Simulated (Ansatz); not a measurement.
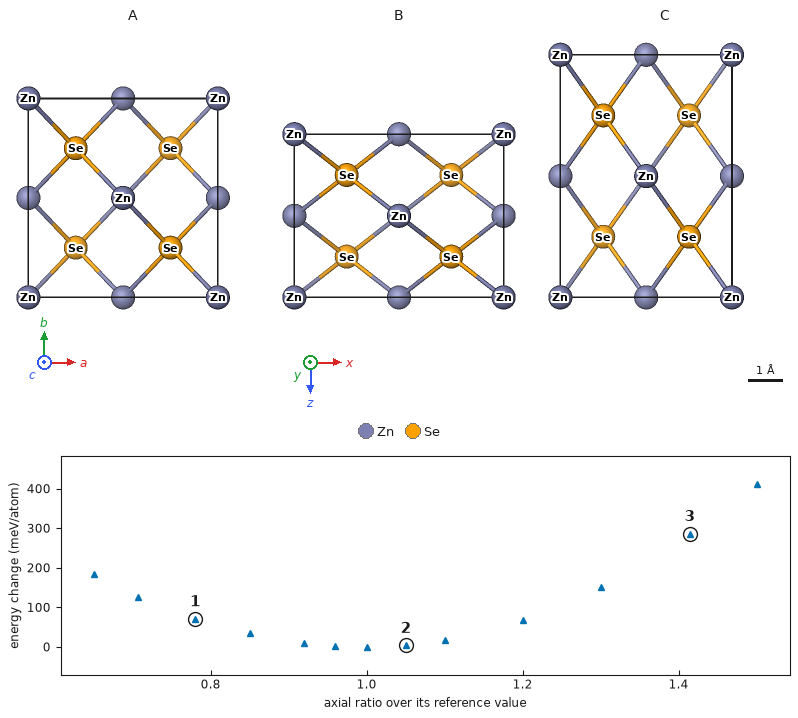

Crystalline ZnSe (F-43m): the ratio of the cell's length along z to its lengths across, counted as 1 for the reference, is changed at fixed volume (a tetragonal or Bain path), with the atoms kept at their fractional coordinates. x, y and z are the Cartesian axes of the input. The frames are shuffled; the numbered points of the plot belong to them. The picture is a ball-and-stick view of the conventional cell (4 times the calculation's cell), seen along the c axis. Lengths and directions refer to the drawn axes.

Computed with DFT PBE, scalar-relativistic, plane waves, PAW (Ansatz). Set-up: plane-wave cutoff 420 eV; k-point mesh 10 × 10 × 10; occupations gaussian; smearing width 0.05 eV; no spin polarisation. Energies (free energies at the smearing named) are counted from the cell as listed in its source, which wasn't relaxed.

Which frame belongs to which numbered point?

Point 1 is frame B (the relative ratio 0.78, 71 meV/atom); 2 is frame A (the relative ratio 1.05, 4 meV/atom); 3 is frame C (the relative ratio 1.414, 287 meV/atom). Of the computed points the lowest is at the relative ratio 1.00, 0 meV/atom. The end points stand at 185 meV/atom (0.65) and 412 meV/atom (1.50). The unrelaxed reference is under a pressure of 2.1 GPa. The distortion takes the space group from F-43m to I-4m2. At the relative ratio 1.50 the cell of the drawing goes a 5.668 → 4.951 Å, b 5.668 → 7.427 Å, c 5.668 → 4.951 Å. The band gap on the mesh, 1.29 eV in the reference, closes at 1.414, 1.50.
